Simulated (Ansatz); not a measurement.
## Electronic structure of Bi$_{3}$S in real space

```
Bi S
1.0
     7.60512    0.00000    0.00000
     0.00000    7.60512    0.00000
     0.00000    0.00000    7.60512
Bi S
12 4
Cartesian
  0.0000 0.0000 0.0000
  3.8026 3.8026 0.0000
  3.8026 0.0000 3.8026
  0.0000 3.8026 3.8026
  1.9013 1.9013 1.9013
  5.7038 5.7038 1.9013
  5.7038 1.9013 5.7038
  1.9013 5.7038 5.7038
  5.7038 1.9013 1.9013
  1.9013 5.7038 1.9013
  1.9013 1.9013 5.7038
  5.7038 5.7038 5.7038
  3.8026 0.0000 0.0000
  0.0000 3.8026 0.0000
  0.0000 0.0000 3.8026
  3.8026 3.8026 3.8026
```

Space group Fm-3m; a structure generated by program, which may or may not match a known phase; computed without spin polarisation.

Method: Ansatz, DFT PBE, scalar-relativistic, plane waves, PAW.

In a PAW calculation such maps are meaningful between the atoms, not at the nuclei.

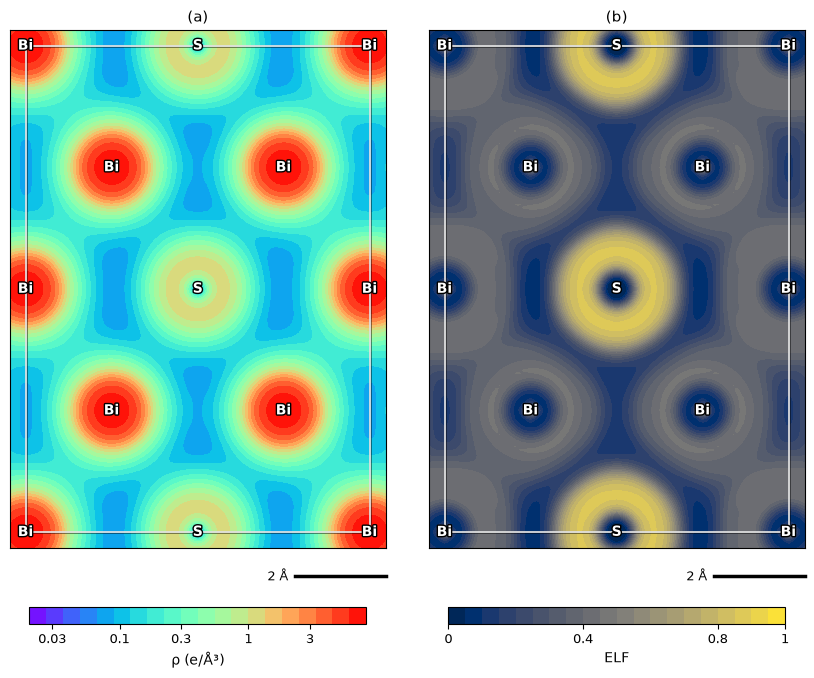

Figure 1. (a) valence charge density (pseudo); (b) electron localisation function on the (110) plane of the conventional cell.

Interpret the plot.

Atoms in the plane: Bi and S.
Bi–S (3.29 Å): ρ at the midpoint is about 0.14 e/Å³; the ELF is about 0.20 at the midpoint: no shared electron pair shows on this line.
Between the atoms the lowest density in this plane is 0.07 e/Å³.
The features right at Bi lie inside the PAW spheres, where the map follows smoothed inner orbitals and isn't to be read closely.

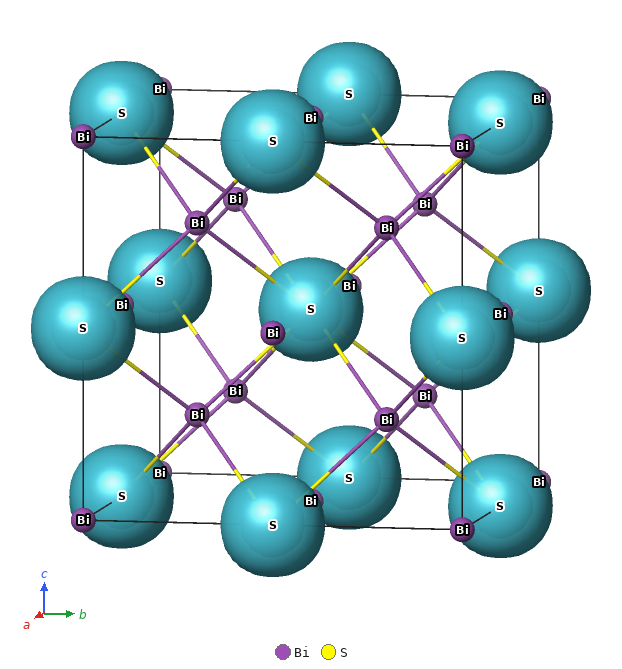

Figure 2. Isosurface of the ELF at 0.8 (cyan), seen slightly off an axis. Core shells and regions of very low density are left out. Sticks mark near contacts.

Where are the electrons localised?

At this value the surface marks out four regions wrapped around S (the valence shell of each), counted in one cell of 16 atoms. Any copies at cell faces, edges or corners count once.

Metal or insulator at this level of theory?

It is metallic or semimetallic at this level of theory: no gap opens.
